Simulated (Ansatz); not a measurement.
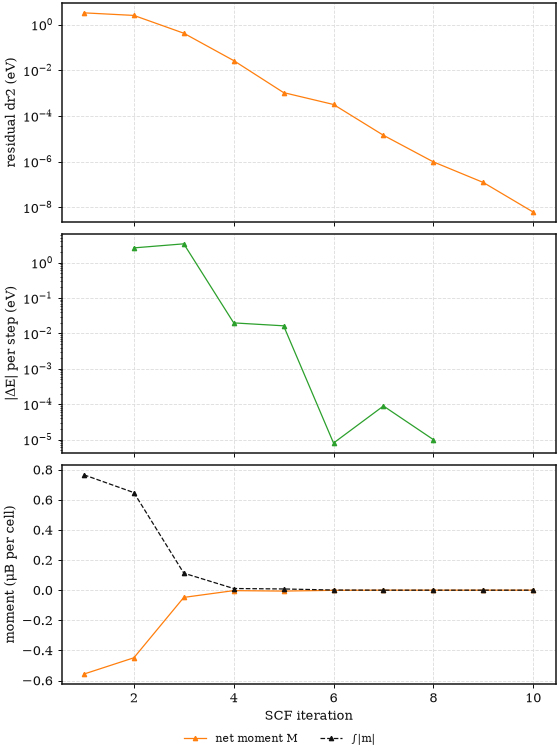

The plot shows the SCF iterations of a calculation: density residual dr2, step-to-step change of the Harris–Foulkes energy, magnetic moments. Energy differences below 3 × 10⁻⁶ eV aren't drawn. dr2 is the charge part; the magnetisation has a residual of its own.

Ti2C (6 atoms in the cell), run with Ansatz.

```
crystal:
  lattice:
    - [1.5264035952, -2.6438085797, 0.0]
    - [3.0528071904, 0.0, 0.0]
    - [1.5264035952, -0.8812695266, 9.5454858771]
  atoms:
    - { symbol: Ti, position: [0.8770909947, 0.8770909947, 0.368727016], spin: -2.0 }
    - { symbol: Ti, position: [0.3770909947, 0.3770909947, 0.868727016], spin: -4.0 }
    - { symbol: Ti, position: [0.6229090053, 0.6229090053, 0.131272984], spin: -2.0 }
    - { symbol: Ti, position: [0.1229090053, 0.1229090053, 0.631272984], spin: -2.0 }
    - { symbol: C, position: [0.75, 0.75, 0.75], spin: 4.0 }
    - { symbol: C, position: [0.25, 0.25, 0.25], spin: -4.0 }
kpoints:
  mp_grid: { grid: [18, 18, 18] }
hamiltonian:
  xc: pbesol
  dispersion: d4
scf:
  occupations: { method: gaussian, width: 0.15 }
output:
  forces: true
  eigenvalues: true
  stress: true
accuracy: low
magnetization:
  spin_polarized: true
```

Run as:
```bash
ansatz run input.yaml --threads 2 --pin off --max-ram 5120MiB --backend cpu --events-out ev --progress --plain --runs-dir out
```

Q: How did this run end?

A: It was still iterating, at step 10, when the time limit ended it. The residual is still falling at the last step (down to 6 × 10⁻⁹). From the first spectrum the program read the system as a metal and chose the Kerker preconditioner.

Q: Read the residual at the first and at the last step drawn.

A: It starts near 3 and ends near 6 × 10⁻⁹ eV.

Q: How do the moments develop?

A: The net moment goes from −0.56 to 0.00 μB per cell, though in an unconverged run this needn't be final.
